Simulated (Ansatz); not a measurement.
**Band-structure calculation of CdSe (part 2 of 2)**

The same run, continued: CdSe (Cmc2₁, 4 atoms in the cell); DFT, r2SCAN, plane waves, PAW, no spin polarisation (Ansatz 0.2.0); cutoff 500 eV, 12×12×4 k-mesh, fixed occupations. The structure derives from an entry of the Crystallography Open Database. The geometry comes from this level: r2SCAN (a point of a series of strains). It belongs to a series of runs on one base structure; here: uniaxial_x strain +1.4%.

Geometry of the input (Å; fractional positions):
```
4.4002  0.0000  0.0000
-2.2001  3.7592  0.0000
0.0000  0.0000  7.0767
Cd 0.3338  0.6676  0.0038
Cd 0.6662  0.3324  0.5038
Se 0.3310  0.6619  0.3812
Se 0.6690  0.3381  0.8812
```

**File bands.tsv, continued**
```
3.675541	-104.354779	-104.354779	-64.516710	-64.516710	-64.514109	-64.514109	-64.514025	-64.514025	-47.279493	-47.279493	-47.278958	-47.278958	-47.276897	-47.276897	-47.274939	-47.274939	-47.273039	-47.273039	-12.365914	-12.365914	-7.938969	-7.938969	-7.924925	-7.924925	-7.760825	-7.760825	-7.752491	-7.752491	-7.339933	-7.339933	-3.926802	-3.926802	-2.324119	-2.324119	-1.043176	-1.043176	4.195062	4.195062	6.140052	6.140052	6.593478
```

**File rho_z.tsv**
```
# z_ang	rho[e/angstrom^3]
# format = ansatz-planar-average/11
# lattice	4.400186281	0.000000000	0.000000000
# lattice	-2.200093141	3.759172438	0.000000000
# lattice	0.000000000	0.000000000	7.076664869
# sites	4
# site	48	0.000000000	2.509507242	0.026804903
# site	48	2.200093141	1.249665197	3.565137338
# site	34	0.000000000	2.488293457	2.697711071
# site	34	2.200093141	1.270878982	6.236043505
0.000000	1.369948e0
0.131049	1.287035e0
0.262099	1.066006e0
0.393148	7.787821e-1
0.524197	5.058137e-1
0.655247	2.999008e-1
0.786296	1.727647e-1
0.917345	1.067224e-1
1.048395	7.637400e-2
1.179444	6.455230e-2
1.310493	6.330792e-2
1.441543	6.969280e-2
1.572592	8.272228e-2
1.703642	1.028791e-1
1.834691	1.303518e-1
1.965740	1.698264e-1
2.096790	2.388466e-1
2.227839	3.695830e-1
2.358888	6.017241e-1
2.489938	9.257831e-1
2.620987	1.212133e0
2.752036	1.289372e0
2.883086	1.158992e0
3.014135	1.013283e0
3.145184	1.009489e0
3.276234	1.141462e0
3.407283	1.300154e0
3.538332	1.369948e0
3.669382	1.287035e0
3.800431	1.066006e0
3.931480	7.787821e-1
4.062530	5.058137e-1
4.193579	2.999008e-1
4.324629	1.727647e-1
4.455678	1.067224e-1
4.586727	7.637400e-2
4.717777	6.455230e-2
4.848826	6.330792e-2
4.979875	6.969280e-2
5.110925	8.272228e-2
5.241974	1.028791e-1
5.373023	1.303518e-1
5.504073	1.698264e-1
5.635122	2.388466e-1
5.766171	3.695830e-1
5.897221	6.017241e-1
6.028270	9.257831e-1
6.159319	1.212133e0
6.290369	1.289372e0
6.421418	1.158992e0
6.552467	1.013283e0
6.683517	1.009489e0
6.814566	1.141462e0
6.945616	1.300154e0
```

**File v_z.tsv**
```
# z_ang	v_es[eV]	v_tot[eV]
# format = ansatz-planar-average/11
# xc	r2scan
# density_cutoff_ev	2000
# datasets	Cd=:simpson_from_first_knot:soft:shift=0	Se=:simpson_from_first_knot:soft:shift=0
# lattice	4.400186281	0.000000000	0.000000000
# lattice	-2.200093141	3.759172438	0.000000000
# lattice	0.000000000	0.000000000	7.076664869
# sites	4
# site	48	0.000000000	2.509507242	0.026804903
# site	48	2.200093141	1.249665197	3.565137338
# site	34	0.000000000	2.488293457	2.697711071
# site	34	2.200093141	1.270878982	6.236043505
0.000000	2.701604e0	-9.367398e0
0.131049	3.598985e0	-7.946594e0
0.262099	4.437144e0	-6.403212e0
0.393148	5.253643e0	-4.736557e0
0.524197	6.119751e0	-2.860783e0
0.655247	7.056341e0	-8.805704e-1
0.786296	8.064632e0	1.100424e0
0.917345	9.068620e0	2.737036e0
1.048395	9.914117e0	3.842060e0
1.179444	1.047638e1	4.427962e0
1.310493	1.079120e1	4.792487e0
1.441543	1.090567e1	4.824207e0
1.572592	1.080120e1	4.376593e0
1.703642	1.039544e1	3.620771e0
1.834691	9.582759e0	2.278408e0
1.965740	8.545979e0	6.382767e-1
2.096790	7.612523e0	-9.249028e-1
2.227839	6.895461e0	-2.263857e0
2.358888	6.305955e0	-3.446259e0
2.489938	5.702118e0	-4.635669e0
2.620987	4.942151e0	-5.910175e0
2.752036	4.043442e0	-7.333778e0
2.883086	3.156151e0	-8.665645e0
3.014135	2.411028e0	-9.750326e0
3.145184	1.893706e0	-1.049745e1
3.276234	1.708223e0	-1.079119e1
3.407283	1.982651e0	-1.040478e1
3.538332	2.701604e0	-9.367398e0
3.669382	3.598985e0	-7.946594e0
3.800431	4.437144e0	-6.403212e0
3.931480	5.253643e0	-4.736557e0
4.062530	6.119751e0	-2.860783e0
4.193579	7.056341e0	-8.805704e-1
4.324629	8.064632e0	1.100424e0
4.455678	9.068620e0	2.737036e0
4.586727	9.914117e0	3.842060e0
4.717777	1.047638e1	4.427962e0
4.848826	1.079120e1	4.792487e0
4.979875	1.090567e1	4.824207e0
5.110925	1.080120e1	4.376593e0
5.241974	1.039544e1	3.620771e0
5.373023	9.582759e0	2.278408e0
5.504073	8.545979e0	6.382767e-1
5.635122	7.612523e0	-9.249028e-1
5.766171	6.895461e0	-2.263857e0
5.897221	6.305955e0	-3.446259e0
6.028270	5.702118e0	-4.635669e0
6.159319	4.942151e0	-5.910175e0
6.290369	4.043442e0	-7.333778e0
6.421418	3.156151e0	-8.665645e0
6.552467	2.411028e0	-9.750326e0
6.683517	1.893706e0	-1.049745e1
6.814566	1.708223e0	-1.079119e1
6.945616	1.982651e0	-1.040478e1
```

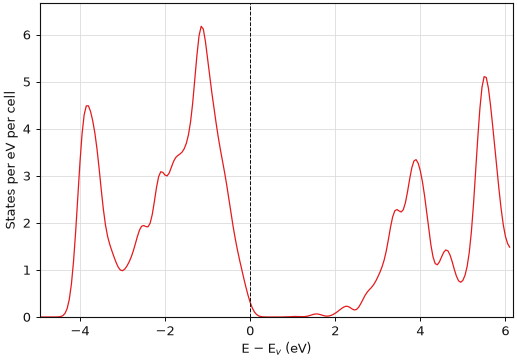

**Figure 1.** Density of states (the curve is built from the levels of the k mesh with Gaussians 0.3 eV wide, which also blur the band edges), with energies from the valence-band top. There is a gap of 1.06 eV on the k-point mesh. Small ripples come from the finite k-point mesh.

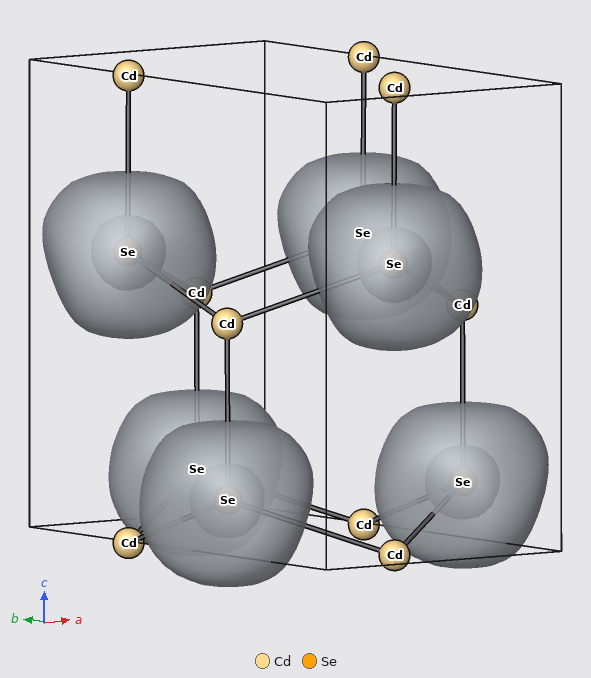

**Figure 2.** Isosurface of the electron localisation function at 0.65 (grey), seen at an oblique angle. Core shells and regions of very low density are left out. Sticks mark near contacts. The outline is the cell set on symmetry axes. Along the contacts the grid gives the following. Cd–Se (2.67 Å): the ELF peaks at about 0.80 in the valence shell of Se, 0.9 Å from its nucleus, and drops to about 0.15 between the two atoms. The fields are those of the smooth PAW valence density.

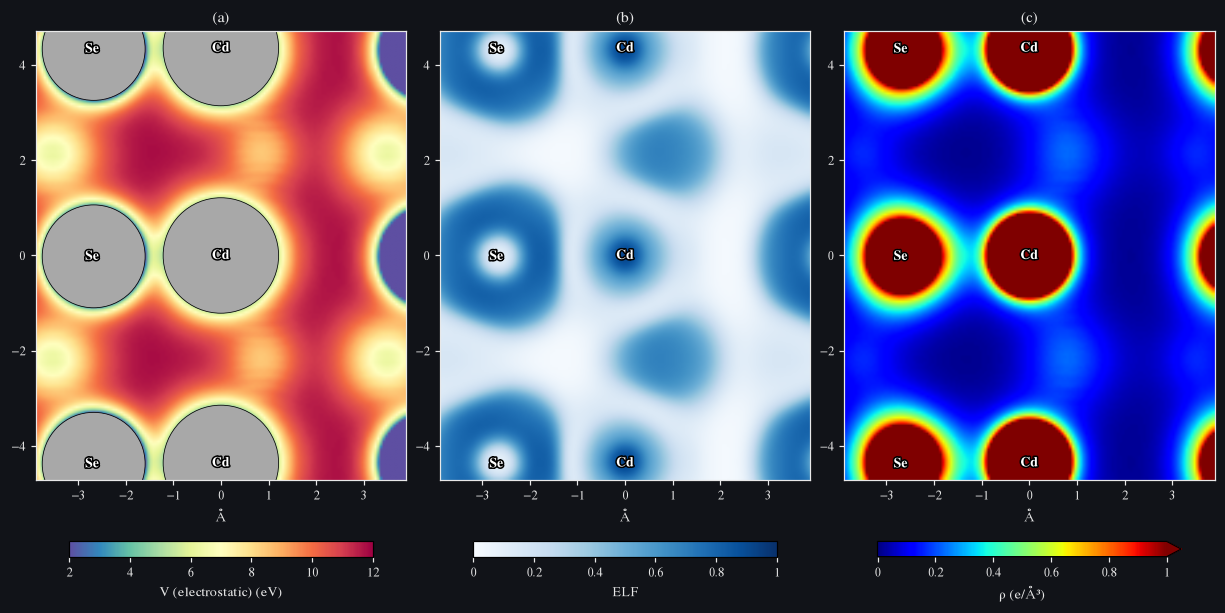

**Figure 3.** (a) electrostatic potential energy of an electron; (b) electron localisation function; (c) valence charge density (pseudo) on the (110) plane of the conventional cell. Grey discs, where drawn, cover atomic cores. Atoms in the plane: Cd and Se. Cd–Se (2.67 Å): ρ is about 0.37 e/Å³ halfway; the ELF peaks at about 0.80 in the valence shell of Se, 0.9 Å from its nucleus, and drops to about 0.15 between the two atoms. Away from the nuclei the density in this plane falls to 0.02 e/Å³ at its lowest. The strong features right at Cd lie inside the PAW spheres (semicore, d or f shells) and say nothing about bonding. Outside the cores the potential energy rises away from the atoms and is highest about 2.5 Å from the nearest atoms; outside the discs it spans about 9 eV, and its zero is arbitrary.

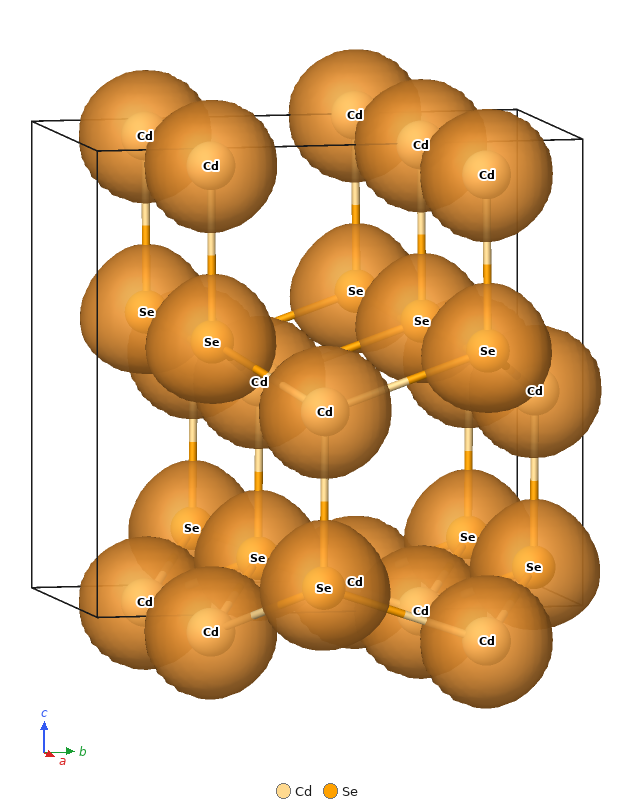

**Figure 4.** Isosurface of the valence charge density (pseudo) at 0.6 e/Å³ (orange), seen slightly off an axis. Sticks mark near contacts. The outline is the cell set on symmetry axes. At this value the density breaks into separate islands; it holds about 80 % of the electrons treated as valence (semicore included). It is pinched off along the Cd–Se (2.67 Å) contacts. On the grid the lowest density along these lines, outside the cores, is 0.35 e/Å³ (Cd–Se, 2.67 Å).

**Key numbers**

```tsv
quantity	value
outcome	converged
space group (tolerance 0.01 Å)	Cmc2₁ (36)
electrons treated	72
free energy	−27495.6689 eV
Fermi energy	6.635 eV
gap on the k-point mesh	1.06 eV
pressure	−0.69 GPa
largest force (length of the vector)	0.001 eV/Å
wall time	34 s (CPU time 2.2 min)
peak memory	0.98 GiB
```
